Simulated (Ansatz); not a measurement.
Single-point calculation of NiGe (part 1 of 2)

The run: single-point calculation of NiGe (R-3m, 2 atoms in the cell). Method and program: DFT r2SCAN, scalar-relativistic, plane waves, PAW, spin-polarised (Ansatz 0.2.0).

The structure was built on a prototype by a generator; it need not be a known phase. It belongs to a series of runs on one base structure; here: large parallel starting moments.

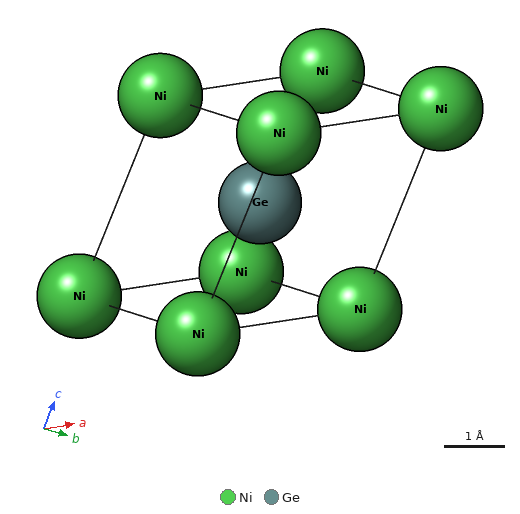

The input geometry (spheres-only view of the reduced cell, seen at an oblique angle). An atom can appear more than once, as a periodic image.

Summary:

```json
{"quantity": "outcome", "value": "converged"}
{"quantity": "space group (tolerance 0.01 Å)", "value": "R-3m (166)"}
{"quantity": "electrons treated", "value": "32"}
{"quantity": "free energy", "value": "−10148.1956 eV"}
{"quantity": "Fermi energy", "value": "16.158 eV"}
{"quantity": "gap on the k-point mesh", "value": "none (metallic)"}
{"quantity": "net moment of the cell", "value": "0.00 μB"}
{"quantity": "integrated absolute moment", "value": "0.00 μB"}
{"quantity": "pressure", "value": "0.00 GPa"}
{"quantity": "largest force (length of the vector)", "value": "under 0.001 eV/Å"}
{"quantity": "hardware", "value": "1 thread of Intel Xeon @ 2.50GHz (Skylake/Cascade Lake), 192 GiB of memory available, shared host"}
{"quantity": "wall time", "value": "4.6 min"}
{"quantity": "peak memory", "value": "0.95 GiB"}
```

Notes:

The electronic state found may not be the lowest one. Warnings of the run: some starting moments were not kept; the state was not tested for a lower one.

Input:
```yaml
crystal:
  lattice:
    - [1.4835573452, 1.4835573452, 3.4858559201]
    - [1.4835573452, 3.4858559201, 1.4835573452]
    - [3.4858559201, 1.4835573452, 1.4835573452]
  atoms:
    - { symbol: Ni, position: [0.0, 0.0, 0.0], spin: 2.5 }
    - { symbol: Ge, position: [0.5, 0.5, 0.5] }
basis:
  ecutwfc: 500
kpoints:
  mp_grid: { grid: [18, 18, 18] }
hamiltonian:
  xc: r2scan
scf:
  occupations: { method: gaussian, width: 0.1 }
  lower_state_search: "off"
output:
  forces: true
  stress: true
  eigenvalues: true
  populations: true
magnetization:
  spin_polarized: true
```

Command:
```bash
ansatz run input.yaml --threads 1 --pin off --max-ram 2560MiB --backend cpu --events-out ev --progress --plain --runs-dir out
```

Output:
```
basis.fft_grid_basis auto: the FFT boxes are laid along the combinations [[1, 0, -1], [0, 1, -1], [0, 0, 1]] of the cell's own vectors, 2.832, 2.832 and 4.069 Å long. The dense box has 24×24×30 points. Along the cell's own vectors, as sized, it would have 30×30×30, 1.56 times as many. Of the 12 symmetry operations that the crystal satisfies within crystal.symmetry.tolerance (time reversal apart; of a slab, those that keep its plane) the dense box along the cell's own vectors carries 12, and the one as laid loses 8 of those. basis.fft_grid_basis: typed keeps the cell's own vectors: state it where this run's energies or levels are differenced outside the engine with another run's, or held beside a run that keeps those vectors.
Engine: ansatz 0.2.0, x86_64-unknown-linux-gnu
Pseudopotentials: kind: paw
Pseudopotential: Ni, paw, valence charge 18, recommended cutoff 500 eV (meta_gga), Ni.paw.azcp
Pseudopotential: Ge, paw, valence charge 14, recommended cutoff 500 eV (meta_gga), Ge.paw.azcp
Functional definition: r2SCAN
  parameter k0 = 0.174
  parameter k1 = 0.065
  parameter a1 = 4.9479
  exchange = r2scan_x(k0 = k0, k1 = k1, a1 = a1)
  correlation = r2scan_c
Crystal: 2 atoms, lattice volume = 25.871 Å³
Basis set: ecut = 500 eV, 661 PW (Γ), FFT grids on a1−a3, a2−a3, a3, exchange–correlation on 96×96×120 points (64 copies of the dense FFT grid, shifted against one another)
Bands: 22, of which v1, the nominal top of the filled ones, is band 16 counted from 1 (15 counted from 0)
Symmetry: 12 space group operations
Space group: R-3m (ITA 166), of the structure as read, at distance tolerance 3.0e-5 Å
Magnetic group: BNS 166.97 (UNI 1327), of the structure as read, at distance tolerance 3.0e-5 Å
k-points: 580 of 5832
Non-local potential: Ni, projectors of the file, l = 0: 3, l = 1: 2, l = 2: 3, l = 3: 1
Non-local potential: Ge, projectors of the file, l = 0: 2, l = 1: 2, l = 2: 3, l = 3: 1
PAW form: soft (Blöchl's): semilocal exchange-correlation on the pseudo side does not see the compensation charge
PAW frozen core: Ni, regenerated for the run's functional (the file was generated under x = pbe(κ = 0.804, μ = 0.2195149727645171), c = pbe(β = 0.06672455060314922))
PAW frozen core: Ge, regenerated for the run's functional (the file was generated under x = pbe(κ = 0.804, μ = 0.2195149727645171), c = pbe(β = 0.06672455060314922))
PAW one-centre angular grid: Ni, 590 points (default); XC on 160 Gauss nodes
PAW one-centre angular grid: Ge, 590 points (default); XC on 160 Gauss nodes
Initial density: superposition of atomic densities (chi_scale 0.1, normalization cell)
Starting moments: Σ|m| = 2.5 μB on 1 of 2 sites
Initial wavefunctions: pseudopotential atomic-orbital guess
Functional: x = r2scan, c = r2scan; τ floored in thin density (d = 2e-4 eV/Å³)
```
